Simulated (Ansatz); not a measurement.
# Single-point calculation, with input and output: Zn15Se17 (charge +1) (part 2 of 2)

The same run, continued: Zn15Se17 (defect cell, 32 atoms in the cell, total charge +1); DFT, PBE, plane waves, PAW, spin-polarised (Ansatz 0.2.0); cutoff 660 eV, 1×1×1 k-mesh, Gaussian smearing of 0.01 eV, collinear spins. The structure derives from a Materials Project entry. The settings are looser than a standard set-up, so the numbers are not reference values.

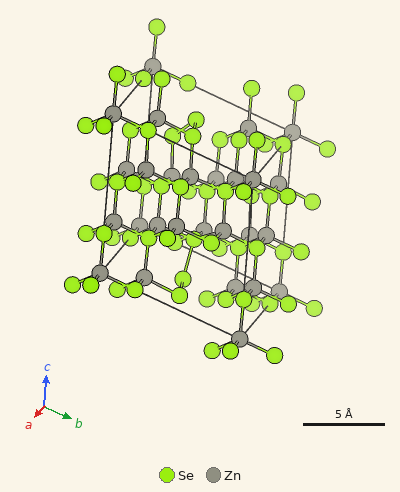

The input geometry (ball-and-stick view of the cell of the calculation, seen slightly off an axis; bonded neighbours outside the cell are drawn too). An atom can appear more than once, as a periodic image.

Output, continued
```
Internal energy: -205250.222427 eV  (E = F + TS)
E sigma→0 (E₀):  -205250.222427 eV
Fermi energy:    8.090310 eV
--- Per-component energies (eV) ---
  E_band       = -16034.421545
  E_kinetic    = 11136.718774
  E_local      = -152979.303183  (includes V_loc(G=0)·N_el)
  E_nonlocal   = 3185.602523
  E_hartree    = 60162.347607
  E_xc         = -4840.422391
  E_vxc        = -4660.281439  (∫ρ·V_xc dr)
  E_paw        = -52409.891235  (= ΣΔE_a)
  E_vpaw       = 6958.149623  (= ΣTr[D̂ρ^β])
  E_aug_tail   = -0.000864  (compensation charges beyond the density's cutoff)
  E_ewald      = -69505.273657
  E_smearing   = -0.000000  (= −TS)
  E_closure    = -0.000000  (closes the sum)
  E_deformation_potential = 13.475799  (in the stress; not in F)
  Σ components = -205250.222427   (vs F -205250.222427, Δ=0.00e0)
--- Forces (eV/Å), atoms counted from 1 ---
  atom   1  Se    -0.19917227     0.20497814     0.18314074
  atom   2  Zn    -0.03123116    -0.01033246    -0.02577584
  atom   3  Zn    -0.00955627     0.01712686     0.01600798
  atom   4  Zn     0.02983223    -0.03072684    -0.00621672
  atom   5  Zn    -0.03733964    -0.02289687    -0.01398508
  atom   6  Zn     0.03043704    -0.00537092    -0.03049448
  atom   7  Zn     0.01428762    -0.02277303     0.03675989
  atom   8  Zn    -0.01676491     0.01690989     0.01317402
  atom   9  Zn     0.01027704     0.03074344    -0.02651529
  atom  10  Zn     0.03180111     0.00854168     0.00729926
  atom  11  Zn    -0.01663279     0.00946855     0.01588419
  atom  12  Zn    -0.01062596     0.01110556    -0.02994104
  atom  13  Zn     0.00500928    -0.03108583    -0.03071722
  atom  14  Zn     0.02254488     0.03722086    -0.01330082
  atom  15  Zn     0.02196584    -0.01445164     0.03608516
  atom  16  Zn    -0.00785259    -0.03405095     0.00683224
  atom  17  Se    -0.03049467     0.03390046     0.03574427
  atom  18  Se    -0.02054612     0.00293202    -0.02470828
  atom  19  Se    -0.00953563     0.01131714     0.01065154
  atom  20  Se     0.00028983    -0.00065230     0.03225129
  atom  21  Se    -0.01498102    -0.02483149     0.00656420
  atom  22  Se    -0.00007749     0.03471274    -0.00060872
  atom  23  Se    -0.00589624    -0.02541573     0.01709528
  atom  24  Se    -0.00832268     0.00967031     0.00796455
  atom  25  Se    -0.00287425     0.02216517    -0.02438386
  atom  26  Se     0.09866573    -0.07914975    -0.07219396
  atom  27  Se    -0.00988041     0.01117843     0.00919841
  atom  28  Se     0.08111102    -0.08270320    -0.08842545
  atom  29  Se    -0.03363574    -0.00118653    -0.00071297
  atom  30  Se     0.02405109     0.01670392     0.00614093
  atom  31  Se     0.02507438     0.00484194     0.01737639
  atom  32  Se     0.07006212    -0.09788066    -0.07018190
  max |Σ_I F_I| component: 1.06e-5 eV/Å
--- Band table (eV) ---
  k-point 0 ↑: bands = ["-117.4383", "-117.4381", "-117.4369", "-117.4363", "-117.4360", "-117.4358", "-117.3753", "-117.3743", "-117.3742", "-117.2984", ... 84 levels left out ..., "-39.0288", "-39.0287", "-39.0285", "-39.0282", "-39.0278", "-39.0266", "-39.0263", "-39.0259", "-39.0248", "-39.0247", "-39.0245", "-39.0244", "-39.0242", "-39.0242", "-39.0241", "-39.0239", "-39.0236", "-39.0234", "-39.0231", "-39.0228", "-39.0217", "-39.0217", "-39.0213", "-39.0210", "-39.0210", "-39.0207", "-39.0206", "-39.0206", "-39.0202",
      "-39.0199", "-39.0199", "-39.0195", "-39.0100", "-39.0099", "-39.0009", "-39.0006", "-39.0002", "-38.9974", "-38.9971", "-38.9968", "-38.9967", "-38.9964", "-38.9960", "-38.9960", "-38.9957", "-38.9953", "-38.9914", "-38.9911", "-38.9908", "-38.9538", "-38.9537", "-6.5894", "-5.0948", "-5.0912", "-4.8716", "-4.8713", "-4.8513", "-4.6769", "-4.6758", "-4.6554", "-4.5754", "-4.4357", "-4.4346", "-4.3354", "-4.3273", "-4.3269", "-4.3007", "-3.6685", "1.2919",
      "1.2922", "1.3212", "1.3214", "1.3228", "1.3425", "1.3464", "1.3543", "1.3547", "1.3642", "1.3643", "1.3690", "1.3840", "1.3844", "1.4000", "1.4054", "1.4056", "1.4156", "1.4157", "1.4195", "1.4330", "1.4331", "1.4358", "1.4457", "1.4459", "1.4463", "1.4536", "1.4536", "1.4637", "1.4965", "1.4967", "1.5064", "1.5217", "1.5341", "1.5343", "1.5784", "1.5787", "1.5833", "1.5839", "1.5887", "1.6006",
      "1.6078", "1.6089", "1.6090", "1.6184", "1.6188", "1.6224", "1.6456", "1.6459", "1.6516", "1.6538", "1.6617", "1.6619", "1.6923", "1.7020", "1.7037", "1.7038", "1.7287", "1.7288", "1.7313", "1.7320", "1.7330", "1.7492", "1.7497", "1.7498", "1.7563", "1.7570", "1.7940", "1.8179", "1.9098", "1.9100", "1.9358", "1.9658", "1.9686", "1.9687", "2.5839", "2.5863", "2.5953", "2.8508", "3.1119", "3.1219",
      "3.1223", "3.2011", "3.2016", "3.6687", "3.6799", "4.2434", "4.5800", "4.8550", "4.8553", "4.8987", "4.9285", "4.9291", "5.0602", "5.1090", "5.1093", "5.1154", "5.1325", "5.1684", "5.1685", "5.1999", "5.2008", "5.9749", "5.9777", "6.2232", "6.4335", "6.4483", "6.4495", "6.4875", "6.5299", "6.5304", "6.5984", "6.5987", "6.6020", "6.8240", "6.8249", "6.8345", "6.8348", "6.8563", "6.9179", "6.9269",
      "6.9278", "7.0187", "7.8606", "9.2687", "9.2906", "10.3679", "10.3687", "10.3701", "10.7852", "11.5437", "11.5450"]
  k-point 0 ↓: bands = ["-117.4376", "-117.4374", "-117.4361", "-117.4355", "-117.4352", "-117.4350", "-117.3734", "-117.3724", "-117.3724", "-117.2942", ... 84 levels left out ..., "-39.0286", "-39.0284", "-39.0283", "-39.0280", "-39.0264", "-39.0261", "-39.0257", "-39.0245", "-39.0245", "-39.0243", "-39.0243", "-39.0241", "-39.0240", "-39.0240", "-39.0236", "-39.0236", "-39.0232", "-39.0229", "-39.0226", "-39.0215", "-39.0214", "-39.0211", "-39.0208", "-39.0208", "-39.0207", "-39.0207", "-39.0205", "-39.0203", "-39.0200",
      "-39.0200", "-39.0196", "-38.9980", "-38.9977", "-38.9973", "-38.9955", "-38.9952", "-38.9948", "-38.9946", "-38.9943", "-38.9941", "-38.9938", "-38.9935", "-38.9931", "-38.9900", "-38.9897", "-38.9894", "-38.9607", "-38.9556", "-38.9556", "-38.9401", "-38.9401", "-6.3902", "-5.0724", "-5.0689", "-4.8671", "-4.8668", "-4.8075", "-4.6684", "-4.6670", "-4.6472", "-4.5428", "-4.4282", "-4.4270", "-4.3332", "-4.3201", "-4.3197", "-4.1240", "-3.5105", "1.2944",
      "1.2947", "1.3230", "1.3232", "1.3269", "1.3449", "1.3492", "1.3567", "1.3571", "1.3669", "1.3670", "1.3698", "1.3880", "1.3884", "1.4028", "1.4078", "1.4080", "1.4179", "1.4180", "1.4256", "1.4349", "1.4350", "1.4380", "1.4478", "1.4491", "1.4493", "1.4569", "1.4570", "1.4674", "1.5034", "1.5035", "1.5126", "1.5227", "1.5365", "1.5367", "1.5811", "1.5815", "1.5853", "1.5859", "1.5903", "1.6023",
      "1.6092", "1.6118", "1.6119", "1.6200", "1.6204", "1.6238", "1.6481", "1.6484", "1.6553", "1.6583", "1.6639", "1.6641", "1.6987", "1.7034", "1.7056", "1.7058", "1.7301", "1.7303", "1.7356", "1.7365", "1.7373", "1.7505", "1.7512", "1.7513", "1.7594", "1.7601", "1.7973", "1.8223", "1.9120", "1.9122", "1.9428", "1.9673", "1.9713", "1.9714", "2.6059", "2.6083", "2.6475", "2.8582", "3.1180", "3.1379",
      "3.1382", "3.2157", "3.2161", "3.7319", "3.7437", "4.3452", "4.7426", "4.8622", "4.8625", "4.9433", "4.9438", "4.9736", "5.0627", "5.1198", "5.1199", "5.1210", "5.1518", "5.1923", "5.1926", "5.2111", "5.2123", "5.9903", "5.9933", "6.3108", "6.4653", "6.4663", "6.4915", "6.5136", "6.5471", "6.5476", "6.6050", "6.6077", "6.6083", "6.8320", "6.8329", "6.8537", "6.8540", "6.8886", "6.9223", "6.9529",
      "6.9537", "7.1311", "8.3200", "9.3553", "9.3766", "10.3795", "10.3815", "10.3934", "10.7952", "11.5529", "11.5541"]
```

Results in brief

```json
{"quantity": "outcome", "value": "converged"}
{"quantity": "electrons treated", "value": "571"}
{"quantity": "free energy", "value": "−205250.2224 eV"}
{"quantity": "Fermi energy", "value": "8.090 eV"}
{"quantity": "gap on the k-point mesh", "value": "0.46 eV"}
{"quantity": "net moment of the cell", "value": "1.00 μB"}
{"quantity": "integrated absolute moment", "value": "1.09 μB"}
{"quantity": "largest force (length of the vector)", "value": "0.339 eV/Å"}
{"quantity": "wall time", "value": "36 s (CPU time 2.4 min)"}
{"quantity": "peak memory", "value": "4 GiB"}
```

Notes

Settings chosen away from the usual ones: scf.n_extra_bands set to 8; kpoints.mp_grid.grid set to [1, 1, 1] (from [2, 2, 2]); hamiltonian.pseudopotentials set to {"kind": "paw", "source": "ansatz"}; basis.ecutwfc removed. These settings are looser than, or depart from, a standard set-up, so the numbers are not reference values for this system. The cell is charged and computed with a neutralising background, so its energy and pressure depend on the cell and aren't those of a real crystal. So coarse a mesh can miss the band edges, so the true gap of this method can be much smaller, or zero.
